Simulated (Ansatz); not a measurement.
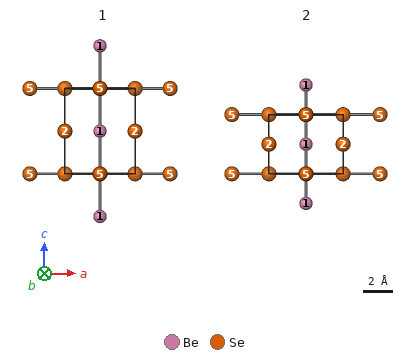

Two geometries of crystalline BeSe₄ (a generated structure, set up in P4/mmm) (coarse preliminary run), drawn at one scale. One is the start of a relaxation, the other its converged end. Style: ball-and-stick. Shown: the cell of the calculation, along the b axis.

Computed with Ansatz 0.2.0, DFT PBE, scalar-relativistic, plane waves, PAW. Settings: plane-wave cutoff 420 eV; k-point mesh 4 × 4 × 4; occupations gaussian; smearing width 0.1 eV; no spin polarisation; cell and atoms relaxed; force threshold 0.04 eV/Å; at most 70 steps.

Which geometry has the lower energy?

Answer. Structure 2 is the relaxed one. Over 7 accepted moves (9 points after the start) the energy falls by 499 meV per atom. All forces vanish by symmetry, so only the cell relaxes. Pressure: −2.00 GPa at the start and −0.15 GPa at the end. The line search rejected the trial step at point 7 of the run. At 1 point the geometry stayed and the basis and grid were re-selected for the new cell (energy shift of 0.1 meV per atom at most each time). The atoms keep their places relative to the cell (all moves are under 0.005 Å). Cell: a = b 4.943 → 5.225 Å (+5.7 %), c 6.014 → 4.173 Å (−30.6 %). Volume −22.5 %. Among the contacts that change: Be–Se 3.007 → 2.086 Å, Se–Se 3.892 → 3.343 Å, Se–Se 2.471 → 2.613 Å. The space group stays P4/mmm (No. 123). The run took 2 min on 1 thread of Arm Neoverse N1, with other jobs on the host, peak memory 0.41 GiB.
